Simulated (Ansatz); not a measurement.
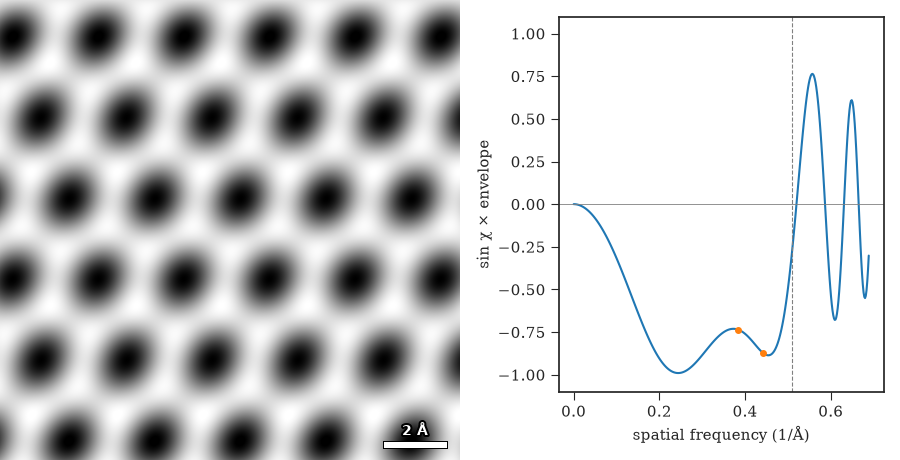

Phase-contrast TEM-like image of Zr (Fm-3m, No. 225) along [110]. Simulated in the weak-phase-object approximation with neutral-atom potentials: 200 kV, Cs = 0.50 mm, defocus −425 Å (negative is underfocus), defocus spread 30 Å, aperture 0.51 1/Å. Atomic positions: the geometry relaxed with Ansatz, DFT, PBE, plane waves (420 eV) with PAW, scalar-relativistic; the starting structure was generated, so it need not be a known form of this composition.

The plot gives the contrast transfer function, the aperture (dashed) and the crystal's spatial frequencies that carry visible contrast (dots).

What point resolution do these settings give, and which lattice spacings pass?

About 2.0 Å (0.66 |Cs|^(1/4) λ^(3/4) with λ = 0.0251 Å). The spacings that carry visible contrast are {111} at 2.61 Å, {200} at 2.26 Å.

Do the atom columns appear dark or bright, and why?

Dark. With positive Cs and underfocus sin χ is negative over the pass band, so the strongest columns (Zr) come out darker than the background.
